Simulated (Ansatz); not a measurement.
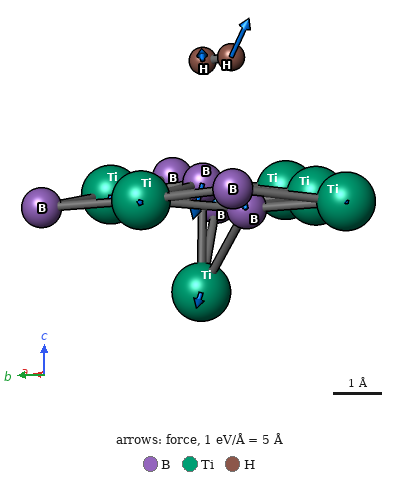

Starting geometry of a slab of composition Ti8B16H (cut from the P6/mmm phase) with the computed forces as blue arrows. The picture is a ball-and-stick view of the atoms within 5.0 Å of the atom that moves most (axes of the cell of the calculation, outlined in the plane, without the vacuum (origin shifted)), seen from a free direction.

Case: 1 H2 a cell, tilted, over a top B site. The slab is the (1 0 1) face of TiB2 with H2 on it. 24 atoms are held fixed.

Level of theory: Ansatz 0.2.0, DFT PBE+D3(BJ), scalar-relativistic, plane waves, PAW. (plane-wave cutoff 420 eV; k-point mesh 4 × 3 × 1; occupations gaussian; smearing width 0.1 eV; no spin polarisation; dipole correction; atoms relaxed in a fixed cell; force threshold 0.04 eV/Å; at most 100 steps)

> What follows when this structure is relaxed?

It isn't relaxed: the largest force vector, on an H atom, is 0.20 eV/Å. The final displacements have little in common with the starting forces (cosine between the two patterns −0.16). The energy falls by 0.474 eV per cell of the calculation in 28 accepted moves (33 points after the start). The largest force component goes from 0.17 to 0.0077 eV/Å. The line search rejected the trial steps at points 8, 26, 30 of the run. 2 steps only repeated the SCF at the same geometry. The forces were under the threshold at step 7, but the run went on from there. The atom that moves furthest is an H atom (2.59 Å at 70° to the normal (−c side)). By element the largest moves are H 2.59 Å, Ti 0.03 Å, B 0.02 Å. The lattice vectors keep their values. Near-neighbour distances that change, for instance: H–Ti 3.778 → 1.996 Å, H–Ti 3.601 → 1.992 Å, H–H 0.750 → 0.799 Å, Ti–Ti 3.194 → 3.213 Å. New bonds form: H–Ti (3.60 → 1.99 Å), H–Ti (3.78 → 2.00 Å). The run took 23 min on 4 threads of Intel(R) Xeon(R) Platinum 8488C (Sapphire Rapids) (shared host), peak memory 5 GiB.

Limits of the set-up: the periodic images lie only 6.0 Å apart, so the values are limited by the cell's size.
